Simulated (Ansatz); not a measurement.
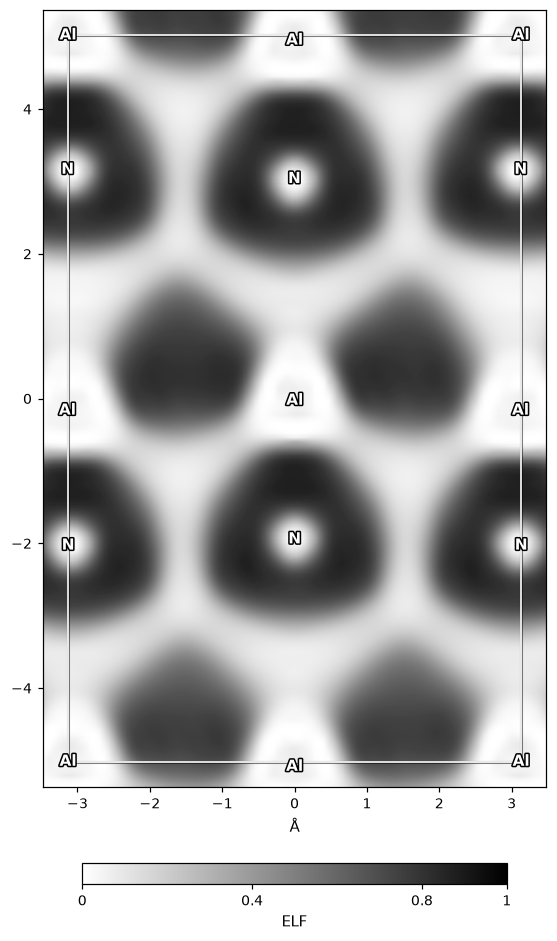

Figure 1: Al16N17 (cell with a defect). Electron localisation function on the (010) plane of the calculation cell.

The program warned that a starting moment wasn't kept; spin-polarised.

Method: DFT PBE, scalar-relativistic, plane waves, PAW (Ansatz 0.2.0).

In a PAW calculation such maps are meaningful between the atoms, not at the nuclei.

**Interpret the plot.**

- Atoms in the plane: Al and N.
- Atoms just off the plane (Al, 0.9 Å away and N, 0.7 Å away) can leave unmarked features too.
- Al–N (1.87 Å): the ELF peaks at about 0.85 in the valence shell of N, 0.7 Å from its nucleus, and is about 0.85 at the midpoint.
- Al–N (1.91 Å): the ELF peaks at about 0.90 in the valence shell of N, 0.8 Å from its nucleus, and is about 0.85 at the midpoint.
